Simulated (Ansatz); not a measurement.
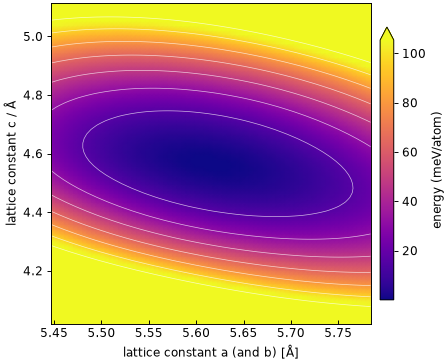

Energy landscape of Ti₃Al (P6_3/mmc, No. 194; 8 atoms in the cell). The energy is mapped over the lattice constants a and c of the conventional cell. Coordinates scanned: (1) lattice constant a (and b); (2) lattice constant c. Nothing is relaxed (fractional coordinates fixed). Grid: 7 × 7 points. Energies are in meV/atom, from the lowest grid point. Computed with DFT LDA, scalar-relativistic, plane waves, PAW in Ansatz 0.2.0. Settings: cutoff 520 eV, k-mesh 9×9×10 in the order of the run's cell vectors, gaussian smearing 0.15 eV, no spin polarisation.

In the figure: a smooth colour map with a few white contour lines, one colour for all values above the top of the scale. Between grid points the surface is interpolated. 

> Where are the wells?

The lowest grid point is at lattice constant a (and b) = 5.616 Å, lattice constant c = 4.567 Å. No other kind of well shows on this grid. The highest grid point, lattice constant a (and b) = 5.447 Å, lattice constant c = 4.019 Å, lies 309 meV/atom above the lowest. Round the minimum the valley is somewhat tilted: raising lattice constant a (and b) shifts the best value of lattice constant c downwards (coupling k₁₂/√(k₁₁k₂₂) about 0.4).

Each point was launched as `ansatz run input.yaml --threads 4 --pin off --max-ram 8192MiB --backend cpu --events-out ev --progress --plain --runs-dir out`. The whole map (49 points run) took 9 min on 4 threads of Arm Neoverse V2, with other jobs on the host.

PAW datasets: the set soft_1.
